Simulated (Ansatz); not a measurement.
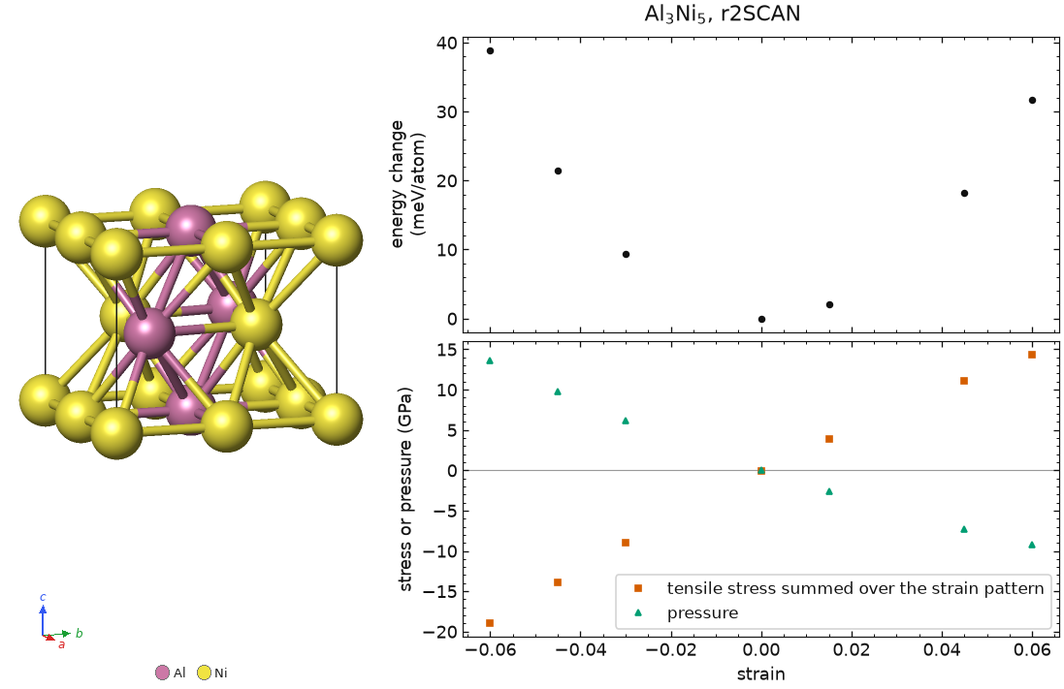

The plot gives the computed energy change, tensile stress summed over the strain pattern and pressure against strain for Al₃Ni₅, space group Cmmm (No. 65). The cell is drawn beside the plot.

Starting cell:
```
CELL_PARAMETERS angstrom
3.29112 -3.69611 0.00000
3.29112 3.69611 0.00000
0.00000 0.00000 3.72831
ATOMIC_POSITIONS crystal
Al 0.50000 0.50000 0.00000
Al 0.77927 0.22073 0.50000
Al 0.22073 0.77927 0.50000
Ni 0.00000 0.00000 0.00000
Ni 0.00000 0.50000 0.00000
Ni 0.50000 0.00000 0.00000
Ni 0.27646 0.27646 0.50000
Ni 0.72354 0.72354 0.50000
```

Method: homogeneous strain of a crystal along one Voigt pattern with engineering shear, fractional coordinates fixed, by plane-wave density functional theory with PAW datasets, free energies less that of the undisturbed cell, pressure positive in compression; scalar-relativistic (Ansatz 0.2.0). Level: r2SCAN, no spin polarisation.

```tsv
setting	value
wave cutoff	500 eV
k mesh	8×8×10
occupations	Gaussian
smearing width	0.15 eV
k shift	(0, 0, 0) (mesh steps)
start	relaxed
strain pattern	(0, 1, 0, 0, 0, 0) (xx yy zz yz xz xy with engineering shear)
```

Q: Is the starting structure at a minimum along this coordinate?

A: Yes: the energy rises on both sides of the starting structure, which is therefore a minimum along this path.

Q: Read off the course of the tensile stress summed over the strain pattern.

A: It rises from −19.0 GPa at strain −0.060 to 14.3 GPa at 0.060, and changes sign near 0.000.

Limits of the calculation: no spin polarisation, a magnetic state may lie lower.

The computed values:

| strain | energy change (meV/atom) | tensile stress summed over the strain pattern (GPa) | pressure (GPa) |
| --- | --- | --- | --- |
| −0.060 | 38.89 | −19.0 | 13.6 |
| −0.045 | 21.49 | −13.8 | 9.7 |
| −0.030 | 9.42 | −9.0 | 6.2 |
| 0.000 | 0.00 | −0.1 | 0.0 |
| 0.015 | 2.05 | 3.9 | −2.6 |
| 0.045 | 18.22 | 11.1 | −7.3 |
| 0.060 | 31.74 | 14.3 | −9.2 |
